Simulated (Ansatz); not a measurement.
# Sn₃Se: what the fields show

The calculation's input:

```
crystal:
  lattice:
    - [0.0, 3.6901945975, 3.6901945975]
    - [3.6581854746, 0.0320091229, 3.6581854746]
    - [3.6581854746, 3.6581854746, 0.0320091229]
  atoms:
    - { symbol: Sn, position: [0.25, 0.25, 0.25] }
    - { symbol: Sn, position: [0.75, 0.75, 0.75] }
    - { symbol: Sn, position: [0.5, 0.5, 0.5] }
    - { symbol: Se, position: [0.0, 0.0, 0.0] }
basis:
  ecutwfc: 420
kpoints:
  mp_grid: { grid: [12, 12, 12] }
hamiltonian:
  xc: pbesol
scf:
  occupations: { method: gaussian, width: 0.15 }
output:
  forces: true
  stress: true
  eigenvalues: true
  write_density: true
  write_potential: true
  elf: true
  volumetric_format: npy
```

Command:

```sh
ansatz run input.yaml --threads 1 --pin off --max-ram 2560MiB --backend cpu --events-out ev --progress --plain --runs-dir out
```

Below, planes, directions and counts refer to the conventional cell (a = 5.13 Å, b = 5.22 Å, c = 7.32 Å, α = 90.00°, β = 90.00°, γ = 90.00°).

Space group Immm; a structure from a database of computed crystals, not necessarily the ambient phase; changed on purpose from its base cell (strain +0.0175 x Voigt [0, 0, 0, 1, 0, 0], atoms carried along).

All numbers below come from DFT PBEsol, scalar-relativistic, plane waves, PAW (Ansatz 0.2.0).

Core electrons are frozen (PAW), and the valence fields are smoothed inside the atomic spheres.

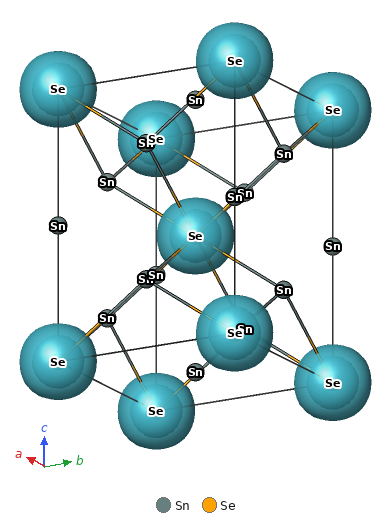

Figure 1. Isosurface of the ELF at 0.75 (cyan), seen at an oblique angle. Only the valence region is drawn (cores and ρ < 0.01 e/Å³ removed). Sticks mark near contacts.

What do the ELF domains correspond to?

Answer. The surface consists of two regions wrapped around Se (the valence shell of each), counted in one cell of 8 atoms. Any copies at cell faces, edges or corners count once. Profiles from the grid: Sn–Se (3.15 Å): the ELF is about 0.30 at the midpoint.

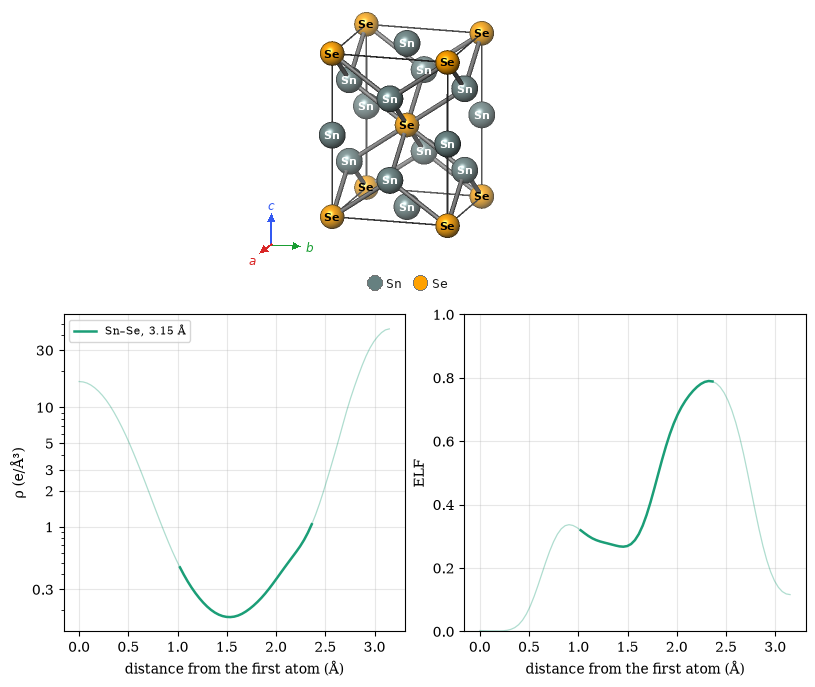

Figure 2. Valence electron density and electron localisation function along straight lines between neighbouring atoms. Thin, pale parts lie inside the atomic spheres. The structure is drawn too.

What can be read from the curves?

Answer. Sn–Se (3.15 Å): ρ at the midpoint is about 0.18 e/Å³; the ELF is about 0.30 at the midpoint.

Does the calculation give a band gap?

Answer. It is metallic or semimetallic at this level of theory: no gap opens.
